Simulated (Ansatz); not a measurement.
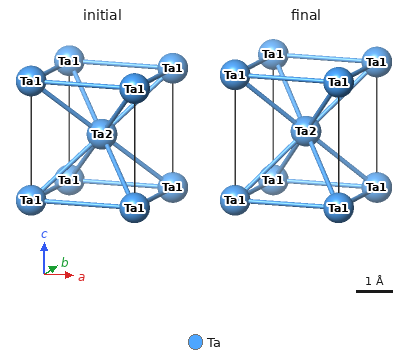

The structure of crystalline Ta (set up in I4/mmm) before (left) and after (right) a relaxation, at one scale.

A ball-and-stick model of the cell of the calculation, seen slightly off an axis.

Case: biaxial strain in the a-b plane of -6.0 %; c and atoms relaxed.

Level of theory: Ansatz 0.2.0, DFT r2SCAN, scalar-relativistic, plane waves, PAW. Set-up: plane-wave cutoff 500 eV; k-point mesh 16 × 16 × 16; occupations gaussian; smearing width 0.1 eV; no spin polarisation; cell relaxed at fixed a, b, gamma; force threshold 0.008 eV/Å; at most 40 steps.

> Describe what moved and what it gained.

The energy falls by 33.9 meV per atom in 4 accepted moves (6 points after the start). All forces vanish by symmetry, so only the cell relaxes. The pressure goes from 22.19 to 10.40 GPa. The SCF was repeated twice at an unchanged geometry on a basis and grid sized afresh for the cell, which shifted the energy by 0.4 meV per atom at most. No atom moves by more than 0.005 Å relative to the cell. Cell: a = b unchanged at 3.106 Å, c 3.424 → 3.602 Å (+5.2 %). Volume +5.2 %. Near-neighbour distances that change, for instance: Ta1–Ta2 2.785 → 2.840 Å. The space group stays I4/mmm (No. 139). Cost: 5.7 min on 1 thread of Intel(R) Xeon(R) Processor @ 2.50GHz (Skylake/Cascade Lake), on a shared host, peak memory 0.63 GiB.
